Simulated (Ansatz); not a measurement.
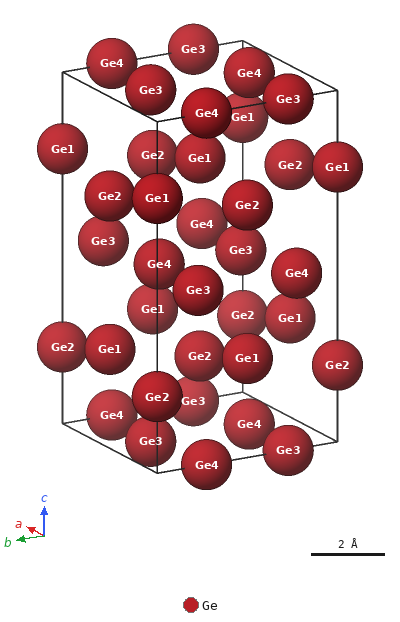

Fig. 1: The structure as given in the input (spheres-only view of the cell 4 times as large as that of the calculation, set on its symmetry axes, seen at an oblique angle; atoms are numbered from 1 in the order of the input). An atom can appear more than once, as a periodic image.

Geometry relaxation of Ge (part 1 of 2)

Ge (Fmmm, 4 atoms in the cell), computed with DFT PBEsol, scalar-relativistic, plane waves, PAW, no spin polarisation (Ansatz 0.2.0).

The structure derives from a Materials Project entry. Figures and captions count atoms from 1; the log counts them from 0 in places.

The input
```yaml
crystal:
  lattice:
    - [0.0, 2.88574, 5.115665]
    - [2.630497, 0.0, 5.115665]
    - [2.630497, 2.88574, 0.0]
  atoms:
    - { symbol: Ge, position: [0.781867, 0.781867, 0.218133] }
    - { symbol: Ge, position: [0.218133, 0.218133, 0.781867] }
    - { symbol: Ge, position: [0.27351, 0.72649, 0.27351] }
    - { symbol: Ge, position: [0.72649, 0.27351, 0.72649] }
basis:
  ecutwfc: 420
kpoints:
  mp_grid: { grid: [12, 12, 12] }
hamiltonian:
  xc: pbesol
scf:
  occupations: { method: gaussian, width: 0.1 }
output:
  forces: true
  stress: true
  eigenvalues: true
relax:
  adjacent_minimum: "off"
  f_tol: 0.005
  max_steps: 80
  cell: { stress_tol: 0.05 }
```

Run as:
```bash
ansatz run input.yaml --threads 1 --pin off --max-ram 2560MiB --backend cpu --events-out ev --progress --plain --runs-dir out
```

What the program printed
```
Engine: ansatz 0.2.0, x86_64-unknown-linux-gnu
Pseudopotentials: kind: paw
Pseudopotential: Ge, paw, valence charge 14, recommended cutoff 420 eV (normal), Ge.paw.azcp
Functional definition: PBEsol
  exchange = pbesol_x
  correlation = pbesol_c
Crystal: 4 atoms, lattice volume = 77.665 Å³
Basis set: ecut = 420 eV, 1525 PW (Γ), exchange–correlation on 80×80×54 points (8 copies of the dense FFT grid, shifted against one another)
Bands: 34, of which v1, the nominal top of the filled ones, is band 28 counted from 1 (27 counted from 0)
Symmetry: 8 space group operations
Space group: Fmmm (ITA 69), of the structure as read, at distance tolerance 4.3e-5 Å
k-points: 280 of 1728
Non-local potential: Ge, projectors of the file, l = 0: 2, l = 1: 2, l = 2: 3, l = 3: 1
PAW form: soft (Blöchl's): semilocal exchange-correlation on the pseudo side does not see the compensation charge
PAW frozen core: Ge, regenerated for the run's functional, and the local potential with it (the file was generated under x = pbe(κ = 0.804, μ = 0.2195149727645171), c = pbe(β = 0.06672455060314922))
PAW one-centre angular grid: Ge, 590 points (default); XC on 64 Gauss nodes
Initial density: superposition of atomic densities (neutral atoms: chi_scale 0, normalization atom), corrected by the library's trained network
Initial wavefunctions: pseudopotential atomic-orbital guess
Functional: x = pbesol(κ = 0.804, μ = 0.12345679012345678), c = pbesol(β = 0.046)
SCF iter   1: F=—  HF=-17013.250386 eV  |F-HF|=—  |Δ(HF+E_count)|=         —  Δρ=2.06e-3  dr2=2.25e-3  ethr=1.77e-3  ⟨swp⟩=5.6  Hψ=35644  notcnv=0  defer=19
preconditioner: auto → Kerker (q_TF=auto, 2.584 Å⁻¹)  [metal: Δε(μ)=0.010 eV  Ē_g=22.322 eV  σ=0.100 eV  W_gap=0.05  n_scr=28 (ndim 8)  ℏωp=31.5 eV  f_vac=0.000  D(μ)=1.66/eV (n_scr^D=10)]
SCF iter   2: F=—  HF=-17013.247769 eV  |F-HF|=—  |Δ(HF+E_count)|=   2.62e-3  Δρ=1.15e-3  dr2=8.28e-4  ethr=4.01e-6  ⟨swp⟩=2.0  Hψ=17636  notcnv=0  defer=25
SCF iter   3: F=—  HF=-17013.247749 eV  |F-HF|=—  |Δ(HF+E_count)|=   1.95e-5  Δρ=5.16e-4  dr2=2.07e-4  ethr=1.48e-6  ⟨swp⟩=1.0  Hψ=9172  notcnv=0  defer=25
SCF iter   4: F=—  HF=-17013.247735 eV  |F-HF|=—  |Δ(HF+E_count)|=   1.39e-5  Δρ=7.88e-5  dr2=5.70e-6  ethr=3.69e-7  ⟨swp⟩=2.6  Hψ=14752  notcnv=0  defer=25
SCF iter   5: F=—  HF=-17013.247732 eV  |F-HF|=—  |Δ(HF+E_count)|=   3.10e-6  Δρ=5.04e-5  dr2=1.25e-6  ethr=1.02e-8  ⟨swp⟩=2.0  Hψ=17034  notcnv=0  defer=25
SCF iter   6: F=—  HF=-17013.247731 eV  |F-HF|=—  |Δ(HF+E_count)|=   1.26e-6  Δρ=1.75e-5  dr2=1.32e-7  ethr=2.24e-9  ⟨swp⟩=2.0  Hψ=17015  notcnv=0  defer=25
SCF iter   7: F=-17013.247731 eV  HF=-17013.247731 eV  |F-HF|=4.15e-8  |Δ(HF+E_count)|=   9.48e-8  Δρ=7.20e-6  dr2=1.88e-8  ethr=1.79e-10  ⟨swp⟩=6.8  Hψ=39005  notcnv=0
SCF 1 converged in 7 iterations: F = -17013.247731 eV  dr2 = 1.88e-8
  greatest PAW one-centre occupation: 0.998 electrons in one spin orbital (limit 2), on the Ge atom at site 1 (counted from 0), in its partial waves of l = 2
relax step   1: F+E_penalty+E_count = -17013.24773081 eV  Δ(F+E_penalty+E_count) = +0.000e0 eV  max|allowed force component| = 4.748e-3 eV/Å  Δτ_max = 0.0000 Å  P = -3.541 GPa  Ω = 77.665 Å³  (7 SCF iters, dr2 threshold 1.00e-7 eV, accepted)
Crystal: 4 atoms, lattice volume = 71.493 Å³
Basis set: ecut = 420 eV, 1417 PW (Γ), exchange–correlation on 80×80×54 points (8 copies of the dense FFT grid, shifted against one another)
Initial density: handed on by an earlier stage of this run
Initial wavefunctions: those handed on with the density
iter 1 solved again at ethr=5.84e-6 eV; its pass at ethr=3.10e-3 eV (dr2=3.27e-3 eV) is discarded
SCF iter   1: F=—  HF=-17013.284166 eV  |F-HF|=—  |Δ(HF+E_count)|=         —  Δρ=2.95e-3  dr2=3.30e-3  ethr=5.84e-6  ⟨swp⟩=2.6  Hψ=53534  notcnv=0
preconditioner: auto → Kerker (q_TF=auto, 2.619 Å⁻¹)  [metal: Δε(μ)=0.016 eV  Ē_g=22.677 eV  σ=0.100 eV  W_gap=0.09  n_scr=28 (ndim 8)  ℏωp=32.9 eV  f_vac=0.000  D(μ)=1.50/eV (n_scr^D=10)]
SCF iter   2: F=—  HF=-17013.284624 eV  |F-HF|=—  |Δ(HF+E_count)|=   4.57e-4  Δρ=1.84e-3  dr2=1.40e-3  ethr=5.84e-6  ⟨swp⟩=1.0  Hψ=9520  notcnv=0
SCF iter   3: F=—  HF=-17013.284808 eV  |F-HF|=—  |Δ(HF+E_count)|=   1.85e-4  Δρ=2.57e-4  dr2=3.83e-5  ethr=2.50e-6  ⟨swp⟩=1.9  Hψ=14933  notcnv=0
SCF iter   4: F=—  HF=-17013.284786 eV  |F-HF|=—  |Δ(HF+E_count)|=   2.21e-5  Δρ=1.16e-4  dr2=9.54e-6  ethr=6.85e-8  ⟨swp⟩=2.0  Hψ=16008  notcnv=0
SCF iter   5: F=—  HF=-17013.284787 eV  |F-HF|=—  |Δ(HF+E_count)|=   1.63e-7  Δρ=3.28e-5  dr2=1.01e-6  ethr=1.70e-8  ⟨swp⟩=2.8  Hψ=16501  notcnv=0
SCF iter   6: F=-17013.284786 eV  HF=-17013.284786 eV  |F-HF|=1.83e-8  |Δ(HF+E_count)|=   2.81e-7  Δρ=6.27e-6  dr2=3.44e-8  ethr=7.14e-10  ⟨swp⟩=4.7  Hψ=32134  notcnv=0
SCF 2 converged in 6 iterations: F = -17013.284786 eV  dr2 = 3.44e-8
relax step   2: F+E_penalty+E_count = -17013.28478625 eV  Δ(F+E_penalty+E_count) = -3.706e-2 eV  max|allowed force component| = 5.369e-2 eV/Å  Δτ_max = 0.0489 Å  P = +2.415 GPa  Ω = 71.493 Å³  energy of the carried Pulay correction = +1.145e-3 eV  (6 SCF iters, dr2 threshold 4.00e-7 eV, accepted)
Crystal: 4 atoms, lattice volume = 73.786 Å³
Basis set: ecut = 420 eV, 1453 PW (Γ), exchange–correlation on 80×80×54 points (8 copies of the dense FFT grid, shifted against one another)
iter 1 solved again at ethr=7.59e-7 eV; its pass at ethr=3.10e-3 eV (dr2=4.25e-4 eV) is discarded
SCF iter   1: F=—  HF=-17013.299311 eV  |F-HF|=—  |Δ(HF+E_count)|=         —  Δρ=1.05e-3  dr2=4.39e-4  ethr=7.59e-7  ⟨swp⟩=2.5  Hψ=52758  notcnv=0
preconditioner: auto → Kerker (q_TF=auto, 2.606 Å⁻¹)  [metal: Δε(μ)=0.002 eV  Ē_g=22.578 eV  σ=0.100 eV  W_gap=0.01  n_scr=28 (ndim 8)  ℏωp=32.3 eV  f_vac=0.000  D(μ)=1.49/eV (n_scr^D=10)]
SCF iter   2: F=—  HF=-17013.299402 eV  |F-HF|=—  |Δ(HF+E_count)|=   9.17e-5  Δρ=6.58e-4  dr2=1.87e-4  ethr=7.59e-7  ⟨swp⟩=1.0  Hψ=9520  notcnv=0
SCF iter   3: F=—  HF=-17013.299433 eV  |F-HF|=—  |Δ(HF+E_count)|=   3.03e-5  Δρ=8.91e-5  dr2=4.63e-6  ethr=3.34e-7  ⟨swp⟩=2.0  Hψ=14111  notcnv=0
SCF iter   4: F=—  HF=-17013.299431 eV  |F-HF|=—  |Δ(HF+E_count)|=   1.28e-6  Δρ=3.91e-5  dr2=1.23e-6  ethr=8.26e-9  ⟨swp⟩=2.0  Hψ=15625  notcnv=0
SCF iter   5: F=-17013.299431 eV  HF=-17013.299431 eV  |F-HF|=1.11e-7  |Δ(HF+E_count)|=   1.02e-8  Δρ=1.36e-5  dr2=1.77e-7  ethr=7.14e-10  ⟨swp⟩=5.0  Hψ=35125  notcnv=0
SCF 3 converged in 5 iterations: F = -17013.299431 eV  dr2 = 1.77e-7
relax step   3: F+E_penalty+E_count = -17013.29943136 eV  Δ(F+E_penalty+E_count) = -1.465e-2 eV  max|allowed force component| = 2.099e-2 eV/Å  Δτ_max = 0.0136 Å  P = -0.180 GPa  Ω = 73.786 Å³  energy of the carried Pulay correction = +7.098e-4 eV  (5 SCF iters, dr2 threshold 4.00e-7 eV, accepted)
Crystal: 4 atoms, lattice volume = 73.531 Å³
iter 1 solved again at ethr=1.47e-6 eV; its pass at ethr=3.10e-3 eV (dr2=8.22e-4 eV) is discarded
SCF iter   1: F=—  HF=-17013.300129 eV  |F-HF|=—  |Δ(HF+E_count)|=         —  Δρ=1.37e-3  dr2=8.39e-4  ethr=1.47e-6  ⟨swp⟩=2.1  Hψ=45301  notcnv=0
preconditioner: auto → Kerker (q_TF=auto, 2.607 Å⁻¹)  [metal: Δε(μ)=0.015 eV  Ē_g=22.581 eV  σ=0.100 eV  W_gap=0.09  n_scr=28 (ndim 8)  ℏωp=32.4 eV  f_vac=0.000  D(μ)=1.53/eV (n_scr^D=10)]
SCF iter   2: F=—  HF=-17013.300059 eV  |F-HF|=—  |Δ(HF+E_count)|=   7.01e-5  Δρ=8.18e-4  dr2=3.47e-4  ethr=1.47e-6  ⟨swp⟩=1.0  Hψ=9520  notcnv=0
SCF iter   3: F=—  HF=-17013.300004 eV  |F-HF|=—  |Δ(HF+E_count)|=   5.51e-5  Δρ=9.70e-5  dr2=5.36e-6  ethr=6.19e-7  ⟨swp⟩=1.9  Hψ=10174  notcnv=0
SCF iter   4: F=—  HF=-17013.299992 eV  |F-HF|=—  |Δ(HF+E_count)|=   1.25e-5  Δρ=4.20e-5  dr2=1.16e-6  ethr=9.57e-9  ⟨swp⟩=2.0  Hψ=17384  notcnv=0
SCF iter   5: F=—  HF=-17013.299991 eV  |F-HF|=—  |Δ(HF+E_count)|=   5.86e-7  Δρ=1.42e-5  dr2=2.17e-7  ethr=2.07e-9  ⟨swp⟩=2.0  Hψ=17068  notcnv=0
SCF iter   6: F=-17013.299991 eV  HF=-17013.299991 eV  |F-HF|=3.19e-9  |Δ(HF+E_count)|=   4.19e-8  Δρ=2.66e-6  dr2=7.89e-9  ethr=3.86e-10  ⟨swp⟩=4.0  Hψ=28784  notcnv=0
SCF 4 converged in 6 iterations: F = -17013.299991 eV  dr2 = 7.89e-9
relax step   4: F+E_penalty+E_count = -17013.29999088 eV  Δ(F+E_penalty+E_count) = -5.595e-4 eV  max|allowed force component| = 1.829e-2 eV/Å  Δτ_max = 0.0304 Å  P = -0.020 GPa  Ω = 73.531 Å³  energy of the carried Pulay correction = +7.595e-4 eV  (6 SCF iters, dr2 threshold 2.16e-7 eV, accepted)
Crystal: 4 atoms, lattice volume = 73.511 Å³
Basis set: ecut = 420 eV, 1449 PW (Γ), exchange–correlation on 80×80×54 points (8 copies of the dense FFT grid, shifted against one another)
iter 1 solved again at ethr=1.20e-7 eV; its pass at ethr=3.10e-3 eV (dr2=6.70e-5 eV) is discarded
SCF iter   1: F=—  HF=-17013.300289 eV  |F-HF|=—  |Δ(HF+E_count)|=         —  Δρ=4.06e-4  dr2=7.08e-5  ethr=1.20e-7  ⟨swp⟩=2.1  Hψ=44866  notcnv=0
preconditioner: auto → Kerker (q_TF=auto, 2.607 Å⁻¹)  [metal: Δε(μ)=0.006 eV  Ē_g=22.584 eV  σ=0.100 eV  W_gap=0.04  n_scr=28 (ndim 8)  ℏωp=32.4 eV  f_vac=0.000  D(μ)=1.50/eV (n_scr^D=10)]
SCF iter   2: F=—  HF=-17013.300274 eV  |F-HF|=—  |Δ(HF+E_count)|=   1.51e-5  Δρ=2.40e-4  dr2=2.82e-5  ethr=1.20e-7  ⟨swp⟩=1.0  Hψ=9520  notcnv=0
SCF iter   3: F=—  HF=-17013.300270 eV  |F-HF|=—  |Δ(HF+E_count)|=   4.10e-6  Δρ=2.70e-5  dr2=3.36e-7  ethr=5.04e-8  ⟨swp⟩=1.7  Hψ=9910  notcnv=0
SCF iter   4: F=-17013.300270 eV  HF=-17013.300270 eV  |F-HF|=6.27e-8  |Δ(HF+E_count)|=   1.27e-7  Δρ=1.13e-5  dr2=5.34e-8  ethr=1.25e-10  ⟨swp⟩=5.2  Hψ=40403  notcnv=0
SCF 5 converged in 4 iterations: F = -17013.300270 eV  dr2 = 5.34e-8
relax step   5: F+E_penalty+E_count = -17013.30026951 eV  Δ(F+E_penalty+E_count) = -2.786e-4 eV  max|allowed force component| = 3.026e-3 eV/Å  Δτ_max = 0.0078 Å  P = +0.023 GPa  Ω = 73.511 Å³  energy of the carried Pulay correction = +7.635e-4 eV  (4 SCF iters, dr2 threshold 7.01e-8 eV, accepted)
Crystal: 4 atoms, lattice volume = 73.530 Å³
iter 1 solved again at ethr=2.81e-9 eV; its pass at ethr=3.10e-3 eV (dr2=1.57e-6 eV) is discarded
SCF iter   1: F=—  HF=-17013.300291 eV  |F-HF|=—  |Δ(HF+E_count)|=         —  Δρ=5.71e-5  dr2=1.86e-6  ethr=2.81e-9  ⟨swp⟩=2.0  Hψ=43655  notcnv=0
preconditioner: auto → Kerker (q_TF=auto, 2.607 Å⁻¹)  [metal: Δε(μ)=0.008 eV  Ē_g=22.584 eV  σ=0.100 eV  W_gap=0.04  n_scr=28 (ndim 8)  ℏωp=32.4 eV  f_vac=0.000  D(μ)=1.50/eV (n_scr^D=10)]
SCF iter   2: F=—  HF=-17013.300281 eV  |F-HF|=—  |Δ(HF+E_count)|=   9.43e-6  Δρ=3.53e-5  dr2=8.02e-7  ethr=2.81e-9  ⟨swp⟩=1.0  Hψ=9520  notcnv=0
SCF iter   3: F=—  HF=-17013.300281 eV  |F-HF|=—  |Δ(HF+E_count)|=   1.35e-7  Δρ=6.72e-6  dr2=2.53e-8  ethr=1.43e-9  ⟨swp⟩=3.0  Hψ=17629  notcnv=0
SCF iter   4: F=-17013.300281 eV  HF=-17013.300281 eV  |F-HF|=7.49e-10  |Δ(HF+E_count)|=   3.83e-8  Δρ=2.58e-6  dr2=3.22e-9  ethr=4.45e-11  ⟨swp⟩=4.0  Hψ=30115  notcnv=0
SCF 6 converged in 4 iterations: F = -17013.300281 eV  dr2 = 3.22e-9
relax step   6: F+E_penalty+E_count = -17013.30028093 eV  Δ(F+E_penalty+E_count) = -1.143e-5 eV  max|allowed force component| = 7.171e-4 eV/Å  Δτ_max = 0.0011 Å  P = +0.006 GPa  Ω = 73.530 Å³  energy of the carried Pulay correction = +7.601e-4 eV  (4 SCF iters, dr2 threshold 2.49e-8 eV, accepted)
Initial wavefunctions: pseudopotential atomic-orbital guess (no wavefunctions were taken with the density)
iter 1 solved again at ethr=1.59e-8 eV; its pass at ethr=3.10e-3 eV (dr2=8.89e-6 eV) is discarded
SCF iter   1: F=—  HF=-17013.299442 eV  |F-HF|=—  |Δ(HF+E_count)|=         —  Δρ=3.42e-5  dr2=2.00e-7  ethr=1.59e-8  ⟨swp⟩=2.7  Hψ=55441  notcnv=0
preconditioner: auto → Kerker (q_TF=auto, 2.607 Å⁻¹)  [metal: Δε(μ)=0.008 eV  Ē_g=22.583 eV  σ=0.100 eV  W_gap=0.04  n_scr=28 (ndim 8)  ℏωp=32.4 eV  f_vac=0.000  D(μ)=1.50/eV (n_scr^D=10)]
SCF iter   2: F=—  HF=-17013.299432 eV  |F-HF|=—  |Δ(HF+E_count)|=   9.59e-6  Δρ=3.47e-5  dr2=3.98e-7  ethr=3.57e-10  ⟨swp⟩=2.0  Hψ=17387  notcnv=0
SCF iter   3: F=—  HF=-17013.299432 eV  |F-HF|=—  |Δ(HF+E_count)|=   7.55e-8  Δρ=1.44e-5  dr2=7.84e-8  ethr=3.57e-10  ⟨swp⟩=3.0  Hψ=18258  notcnv=0
SCF iter   4: F=—  HF=-17013.299432 eV  |F-HF|=—  |Δ(HF+E_count)|=   4.12e-8  Δρ=1.93e-6  dr2=2.50e-9  ethr=1.40e-10  ⟨swp⟩=2.0  Hψ=17386  notcnv=0
SCF iter   5: F=—  HF=-17013.299432 eV  |F-HF|=—  |Δ(HF+E_count)|=   1.60e-9  Δρ=3.10e-7  dr2=6.35e-11  ethr=4.47e-12  ⟨swp⟩=2.0  Hψ=17387  notcnv=0
SCF iter   6: F=-17013.299432 eV  HF=-17013.299432 eV  |F-HF|=3.64e-12  |Δ(HF+E_count)|=  2.91e-11  Δρ=5.71e-8  dr2=2.95e-12  ethr=1.00e-12  ⟨swp⟩=4.0  Hψ=28639  notcnv=0
SCF 7 converged in 6 iterations: F = -17013.299432 eV  dr2 = 2.95e-12
relax step   7: F+E_penalty+E_count = -17013.29943211 eV  Δ(F+E_penalty+E_count) = +8.488e-4 eV  max|allowed force component| = 6.207e-4 eV/Å  Δτ_max = 0.0000 Å  P = +0.012 GPa  Ω = 73.530 Å³  stress off target by 3.22e-2 GPa  SCF on the basis re-selected at this cell (its energy is not comparable with the rows above)  (6 SCF iters)
```
